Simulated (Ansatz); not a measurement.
## Electronic structure of Mg$_{2}$I in real space

The calculation's input:

```
crystal:
  lattice:
    - [6.2219531803, 0.0, 0.0]
    - [0.0, 6.2219531803, 0.0]
    - [0.0, 0.0, 3.5919490134]
  atoms:
    - { symbol: Mg, position: [0.0, 0.5, 0.0] }
    - { symbol: Mg, position: [0.5, 0.0, 0.0] }
    - { symbol: I, position: [0.5, 0.5, 0.0] }
basis:
  ecutwfc: 420
kpoints:
  mp_grid: { grid: [8, 8, 12] }
  band_path:
    path:
      - [[0.0, 0.0, 0.0], [0.0, 0.5, 0.0], [0.5, 0.5, 0.0], [0.0, 0.0, 0.0], [0.0, 0.0, 0.5], [0.0, 0.5, 0.5], [0.5, 0.5, 0.5], [0.0, 0.0, 0.5]]
      - [[0.0, 0.5, 0.0], [0.0, 0.5, 0.5]]
      - [[0.5, 0.5, 0.0], [0.5, 0.5, 0.5]]
    npoints: 14
hamiltonian:
  xc: pbe
scf:
  occupations: { method: gaussian, width: 0.1 }
  n_extra_bands: 7
output:
  forces: true
  stress: true
  eigenvalues: true
  populations: true
  dos: { projected: true, de: 0.02, nscf_kmesh: { grid: [10, 10, 15] } }
  bader: true
  write_density: true
  write_potential: true
  elf: true
  volumetric_format: npy
```

Command:

```sh
ansatz run input.yaml --threads 1 --pin off --max-ram 2048MiB --backend cpu --events-out ev --progress --plain --runs-dir out
```

Below, planes, directions and counts refer to the conventional cell (a = 6.22 Å, b = 6.22 Å, c = 3.59 Å, α = 90.00°, β = 90.00°, γ = 90.00°).

Space group P4/mmm; a structure generated by program, which may or may not match a known phase; computed without spin polarisation.

These are results of Ansatz 0.2.0, DFT PBE, scalar-relativistic, plane waves, PAW, not measurements.

In a PAW calculation such maps are meaningful between the atoms, not at the nuclei.

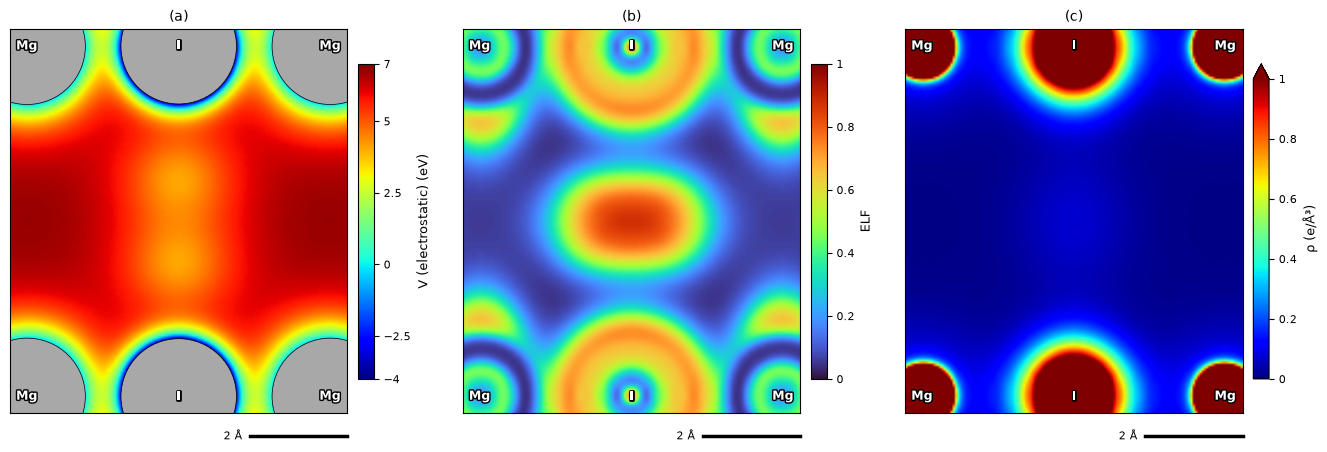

Figure 1. (a) electrostatic potential (local pseudopotential plus Hartree) felt by an electron; (b) ELF; (c) valence charge density (pseudo) on the (101̄) plane of the conventional cell. Grey discs cover the atomic cores in the potential map.

### Read the bonding off the picture.

Atoms in the plane: Mg and I. Mg–I (3.11 Å): ρ is about 0.18 e/Å³ halfway, with its minimum of 0.11 e/Å³ about 1.2 Å from Mg; the ELF peaks at about 0.75 in the valence shell of I, 1.3 Å from its nucleus, and is about 0.60 at the midpoint. Between the atoms the lowest density in this plane is 0.006 e/Å³. Outside the cores the potential energy rises away from the atoms and is highest about 3.6 Å from the nearest atoms; its zero is arbitrary.

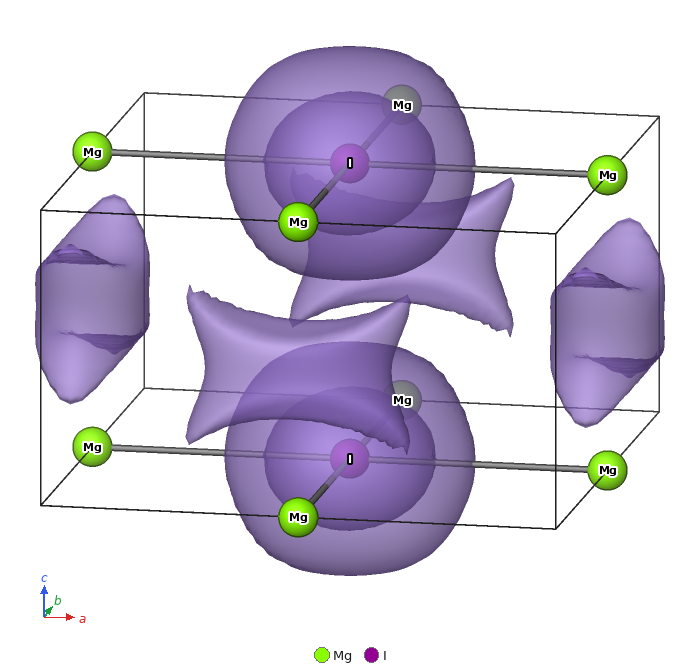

Figure 2. Isosurface of the electron localisation function at 0.65 (purple), seen slightly off an axis. Only the valence region is drawn (cores and ρ < 0.01 e/Å³ removed). Sticks mark near contacts.

### Identify the bonds, lone pairs and shells in this picture.

At this value the surface marks out one region wrapped around I (its valence shell) and two pockets between the atoms, centred on no nucleus (multi-centre or interstitial), counted in one cell of 3 atoms. Regions shared between cells count once.

### What Bader charges does the calculation give?

Electrons move from Mg towards I. Bader charges: Mg +0.53 and I −1.06 e.

### Does the calculation make it a metal, or give it a gap?

It is gapless in this calculation (a metal or semimetal).
